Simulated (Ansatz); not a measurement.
## Two runs on W$_{3}$C

System: W$_{3}$C (slab, 4 atoms in the cell).
Method of run 1: DFT PBEsol, scalar-relativistic, plane waves, PAW, no spin polarisation (Ansatz 0.2.0).

The structure derives from an entry of the Crystallography Open Database. Text and figures count atoms from 1; the logs count them from 0 in places.

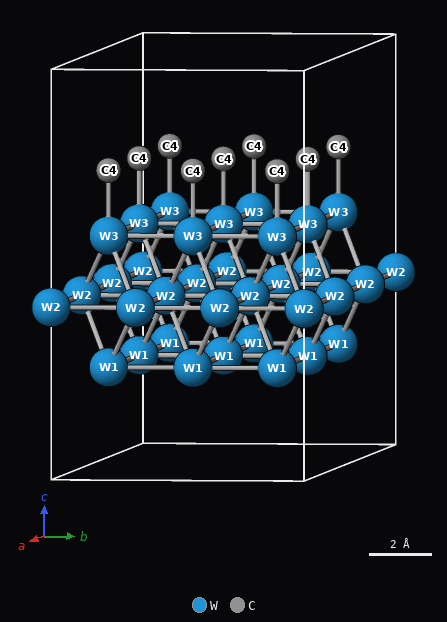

The input geometry (ball-and-stick view of the 3 × 3 repeat of the cell, with the vacuum cut short, seen slightly off an axis; atoms are numbered from 1 in the order of the input).

### Input file, run 1
```yaml
crystal:
  lattice:
    - [2.7317561349, 0.0, 0.0]
    - [-0.9105853783, 2.5755243833, 0.0]
    - [0.0, 0.0, 21.3158546942]
  atoms:
    - { symbol: W, position: [0.5, 0.5, 0.1876537468] }
    - { symbol: W, position: [0.0, 0.0, 0.2888907691] }
    - { symbol: W, position: [0.5, 0.5, 0.3901253228] }
    - { symbol: C, position: [0.5, 0.5, 0.4905200774] }
basis:
  ecutwfc: 420
kpoints:
  mp_grid: { grid: [10, 10, 1] }
hamiltonian:
  xc: pbesol
scf:
  occupations: { method: gaussian, width: 0.1 }
output:
  forces: true
  eigenvalues: true
efield:
  axis: 3
  dipole_correction: true
  ramp_width: 0.04
```

Command:
```bash
ansatz run input.yaml --threads 1 --pin off --max-ram 3072MiB --backend cpu --events-out ev --progress --plain --runs-dir out
```

Hardware: 1 thread of Intel Xeon @ 2.90GHz (Ice Lake), 128 GiB of memory available, shared host.

### Output, shortened to warnings, some set-up lines, iterations and results (run 1)
```
Basis set: ecut = 420 eV, 2981 PW (Γ), exchange–correlation on 40×40×288 points (8 copies of the dense FFT grid, shifted against one another)
Symmetry: 4 space group operations
k-points: 31 of 100
Initial density: superposition of atomic densities (neutral atoms: chi_scale 0, normalization atom), corrected by the library's trained network
[...]
SCF iter   1: F=—  HF=-31009.370053 eV  |F-HF|=—  |Δ(HF+E_count)|=         —  Δρ=1.95e-2  dr2=6.60e0  ethr=1.77e-3  p=-0.117 e·Å  D=-1.41e-1 V/Å  ΔV_dip=3.00 eV  …
SCF iter   2: F=—  HF=-31009.229387 eV  |F-HF|=—  |Δ(HF+E_count)|=   1.41e-1  Δρ=1.26e-2  dr2=1.72e0  ethr=1.77e-3  p=-0.093 e·Å  D=-1.13e-1 V/Å  ΔV_dip=2.40 eV  …
SCF iter   3: F=—  HF=-31009.154707 eV  |F-HF|=—  |Δ(HF+E_count)|=   7.47e-2  Δρ=1.52e-3  dr2=4.64e-3  ethr=1.77e-3  p=-0.094 e·Å  D=-1.13e-1 V/Å  ΔV_dip=2.41 eV  …
SCF iter   4: F=—  HF=-31009.156159 eV  |F-HF|=—  |Δ(HF+E_count)|=   1.45e-3  Δρ=5.03e-4  dr2=1.74e-3  ethr=1.01e-5  p=-0.095 e·Å  D=-1.15e-1 V/Å  ΔV_dip=2.45 eV  …
SCF iter   5: F=—  HF=-31009.156219 eV  |F-HF|=—  |Δ(HF+E_count)|=   5.99e-5  Δρ=2.71e-4  dr2=2.09e-4  ethr=3.78e-6  p=-0.096 e·Å  D=-1.16e-1 V/Å  ΔV_dip=2.47 eV  …
SCF iter   6: F=—  HF=-31009.156183 eV  |F-HF|=—  |Δ(HF+E_count)|=   3.62e-5  Δρ=7.57e-5  dr2=1.71e-5  ethr=4.55e-7  p=-0.097 e·Å  D=-1.17e-1 V/Å  ΔV_dip=2.48 eV  …
SCF iter   7: F=—  HF=-31009.156156 eV  |F-HF|=—  |Δ(HF+E_count)|=   2.69e-5  Δρ=3.15e-5  dr2=2.96e-6  ethr=3.73e-8  p=-0.097 e·Å  D=-1.17e-1 V/Å  ΔV_dip=2.50 eV  …
SCF iter   8: F=—  HF=-31009.156155 eV  |F-HF|=—  |Δ(HF+E_count)|=   4.54e-7  Δρ=1.11e-5  dr2=3.79e-7  ethr=6.43e-9  p=-0.097 e·Å  D=-1.17e-1 V/Å  ΔV_dip=2.50 eV  …
SCF iter   9: F=-31009.156155 eV  HF=-31009.156155 eV  |F-HF|=6.40e-10  |Δ(HF+E_count)|=   6.81e-8  Δρ=3.41e-6  dr2=3.41e-8  ethr=2.17e-10  p=-0.097 e·Å  D=-1.17e-1 V/Å  …
SCF 1 converged in 9 iterations: F = -31009.156155 eV  dr2 = 3.41e-8
SCF converged after 9 iterations
Free energy (F): -31009.156155 eV
Harris-Foulkes:  -31009.156155 eV  (|F-HF|=6.40e-10)
Internal energy: -31009.141823 eV  (E = F + TS)
E sigma→0 (E₀):  -31009.148989 eV
Entropy (-TS):   -0.014332 eV (-3.583 meV/atom)
Fermi energy:    3.784321 eV
Dipole field:    D = -0.117272 V/Å  (p = -0.097195 e·Å, saw-weighted, corrected)
Work function:   Φ+ = 7.2692 eV   Φ− = 4.7695 eV
Levels:          The Fermi level and band energies are counted from a zero that moves with the ramp; work functions are not
--- Per-component energies (eV) ---
  E_band       = -1032.607418
  E_kinetic    = 1420.358471
  E_local      = -43809.663486  (includes V_loc(G=0)·N_el)
  E_nonlocal   = 40.166172
  E_hartree    = 21235.802272
  E_xc         = -836.040936
  E_vxc        = -765.571277  (∫ρ·V_xc dr)
  E_paw        = -25401.818976  (= ΣΔE_a)
  E_vpaw       = -385.739795  (= ΣTr[D̂ρ^β])
  E_aug_tail   = -0.000174  (compensation charges beyond the density's cutoff)
  E_efield     = 0.005699  (sawtooth field / dipole correction)
  E_vefield    = -3.744587  (∫n·V_field dr)
  E_ewald      = 16341.362658
  E_core_change = 0.686477  (= ΣΔE_core)
  E_smearing   = -0.014332  (= −TS)
  E_closure    = -0.000000  (closes the sum)
  Σ components = -31009.156155   (vs F -31009.156155, Δ=0.00e0)
--- Forces (eV/Å), atoms counted from 1 ---
  atom   1  W      0.00000000     0.00000000     0.34832826
  atom   2  W      0.00000000     0.00000000    -1.35449172
  atom   3  W      0.00000000     0.00000000     3.27620361
  atom   4  C      0.00000000     0.00000000    -2.27017250
  max |Σ_I F_I| component: 1.32e-4 eV/Å
```

Run 2 used a changed input.

### The two runs side by side

```csv
quantity,run 1,run 2
outcome,converged,converged
free energy per atom (eV),−7752.2890,−7752.0290
"energy per atom, smearing taken to zero (eV)",−7752.2872,−7752.0267
gap on the mesh (eV),0.00,0.00
work function (eV),7.27,6.31
largest force (eV/Å),3.276,3.209
SCF iterations,9,8
irreducible k-points,31,31
plane waves at Γ,2981,2981
wall time (shared host),11 s,15 s
```

What was changed in the input?

The change (lines with − go, lines with + come):
```diff
-    - { symbol: C, position: [0.5, 0.5, 0.4905200774] }
+    - { symbol: C, position: [0.8333333333, 0.8333333333, 0.5088163177] }
```

With the same functional and potentials, run 2 lies 260.0 meV per atom higher. The largest force goes from 3.276 to 3.209 eV/Å. The work function goes from 7.27 to 6.31 eV. The SCF takes 8 iterations against 9.

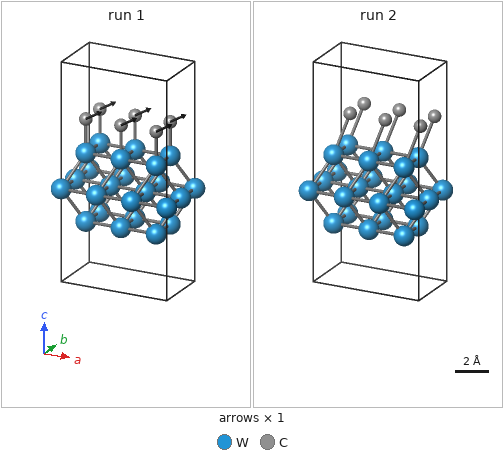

The two input geometries at one scale (ball-and-stick view of the 3 × 2 repeat of the cell, with the vacuum cut short, seen slightly off an axis). The black arrows on the first give the shifts of the atoms relative to the cell, at true length. The largest move is that of the C atom, 1.12 Å. W stays in place. The cell doesn't change. Among the contacts that change: C–W 2.140 → 2.740 Å.

### Output, shortened to warnings, some set-up lines, iterations and results (run 2)
```
Basis set: ecut = 420 eV, 2981 PW (Γ), exchange–correlation on 40×40×288 points (8 copies of the dense FFT grid, shifted against one another)
Symmetry: 2 space group operations
k-points: 31 of 100 (time reversal used)
Initial density: superposition of atomic densities (neutral atoms: chi_scale 0, normalization atom), corrected by the library's trained network
[...]
SCF iter   1: F=—  HF=-31008.151804 eV  |F-HF|=—  |Δ(HF+E_count)|=         —  Δρ=8.88e-3  dr2=6.76e-1  ethr=1.77e-3  p=-0.060 e·Å  D=-7.24e-2 V/Å  ΔV_dip=1.54 eV  …
SCF iter   2: F=—  HF=-31008.120006 eV  |F-HF|=—  |Δ(HF+E_count)|=   3.18e-2  Δρ=3.62e-3  dr2=8.92e-2  ethr=1.47e-3  p=-0.050 e·Å  D=-5.99e-2 V/Å  ΔV_dip=1.28 eV  …
SCF iter   3: F=—  HF=-31008.115873 eV  |F-HF|=—  |Δ(HF+E_count)|=   4.13e-3  Δρ=6.95e-4  dr2=3.21e-3  ethr=1.94e-4  p=-0.052 e·Å  D=-6.30e-2 V/Å  ΔV_dip=1.34 eV  …
SCF iter   4: F=—  HF=-31008.115959 eV  |F-HF|=—  |Δ(HF+E_count)|=   8.69e-5  Δρ=2.27e-4  dr2=2.74e-4  ethr=6.97e-6  p=-0.052 e·Å  D=-6.30e-2 V/Å  ΔV_dip=1.34 eV  …
SCF iter   5: F=—  HF=-31008.115963 eV  |F-HF|=—  |Δ(HF+E_count)|=   3.18e-6  Δρ=8.65e-5  dr2=3.07e-5  ethr=5.95e-7  p=-0.053 e·Å  D=-6.35e-2 V/Å  ΔV_dip=1.35 eV  …
SCF iter   6: F=—  HF=-31008.115955 eV  |F-HF|=—  |Δ(HF+E_count)|=   8.05e-6  Δρ=3.58e-5  dr2=4.66e-6  ethr=6.67e-8  p=-0.053 e·Å  D=-6.35e-2 V/Å  ΔV_dip=1.35 eV  …
SCF iter   7: F=—  HF=-31008.115956 eV  |F-HF|=—  |Δ(HF+E_count)|=   1.11e-6  Δρ=1.25e-5  dr2=5.53e-7  ethr=1.01e-8  p=-0.053 e·Å  D=-6.36e-2 V/Å  ΔV_dip=1.36 eV  …
SCF iter   8: F=-31008.115956 eV  HF=-31008.115956 eV  |F-HF|=6.19e-8  |Δ(HF+E_count)|=   2.70e-7  Δρ=4.26e-6  dr2=2.01e-8  ethr=2.17e-10  p=-0.053 e·Å  D=-6.36e-2 V/Å  …
SCF 1 converged in 8 iterations: F = -31008.115956 eV  dr2 = 2.01e-8
SCF converged after 8 iterations
Free energy (F): -31008.115956 eV
Harris-Foulkes:  -31008.115956 eV  (|F-HF|=6.19e-8)
Internal energy: -31008.097992 eV  (E = F + TS)
E sigma→0 (E₀):  -31008.106974 eV
Entropy (-TS):   -0.017964 eV (-4.491 meV/atom)
Fermi energy:    4.068116 eV
Dipole field:    D = -0.063654 V/Å  (p = -0.052756 e·Å, saw-weighted, corrected)
Work function:   Φ+ = 6.3135 eV   Φ− = 4.9567 eV
Levels:          The Fermi level and band energies are counted from a zero that moves with the ramp; work functions are not
--- Per-component energies (eV) ---
  E_band       = -1019.041224
  E_kinetic    = 1413.994645
  E_local      = -42823.507161  (includes V_loc(G=0)·N_el)
  E_nonlocal   = 40.005564
  E_hartree    = 20750.431256
  E_xc         = -833.899138
  E_vxc        = -762.754340  (∫ρ·V_xc dr)
  E_paw        = -25401.276717  (= ΣΔE_a)
  E_vpaw       = -385.136687  (= ΣTr[D̂ρ^β])
  E_aug_tail   = -0.000180  (compensation charges beyond the density's cutoff)
  E_efield     = 0.001679  (sawtooth field / dipole correction)
  E_vefield    = -2.507022  (∫n·V_field dr)
  E_ewald      = 15845.465583
  E_core_change = 0.686477  (= ΣΔE_core)
  E_smearing   = -0.017964  (= −TS)
  E_closure    = 0.000000  (closes the sum)
  Σ components = -31008.115956   (vs F -31008.115956, Δ=0.00e0)
--- Forces (eV/Å), atoms counted from 1 ---
  atom   1  W      0.02217515     0.03136039     0.06483038
  atom   2  W     -0.06319972    -0.08937790    -0.56121628
  atom   3  W      0.08634346     0.12210810     3.20584863
  atom   4  C     -0.04531742    -0.06408851    -2.70940833
  max |Σ_I F_I| component: 5.44e-5 eV/Å
```

For both runs: Spin–orbit coupling is left out, which matters for W.
